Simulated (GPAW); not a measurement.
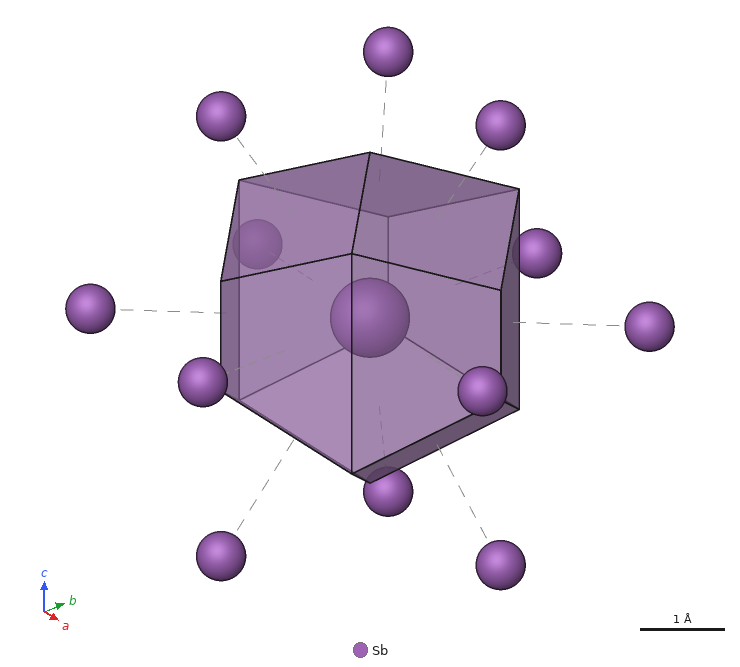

The polyhedron is the computed Voronoi (Dirichlet) cell of the central atom: each face lies in the plane that bisects the line to a neighbour. Central atom: Sb (2c) in Sb; faces take the colour of the neighbour behind them. Origin: a cell listed in the Materials Project, as set up for an electronic-structure calculation.

Sb, space group P6_3/mmc (No. 194), a = 3.355 Å, b = 3.355 Å, c = 5.470 Å, α = 90.00°, β = 90.00°, γ = 120.00°

```csv
site,Wyckoff,x,y,z
Sb,2c,0.6667,0.3333,0.7500
```

> Which neighbours share a face with the central atom?

12 Sb (100 % of the solid angle).

> Give the Voronoi index ⟨n3,n4,n5,n6,…⟩ (numbers of faces with 3, 4, 5, 6 … edges).

12 faces, index ⟨0,12,0,0⟩: a twelve-faced cell of four-edged faces, as in close packing.

> What is the volume of this Voronoi cell?

26.7 Å³, equal to the mean volume per atom.
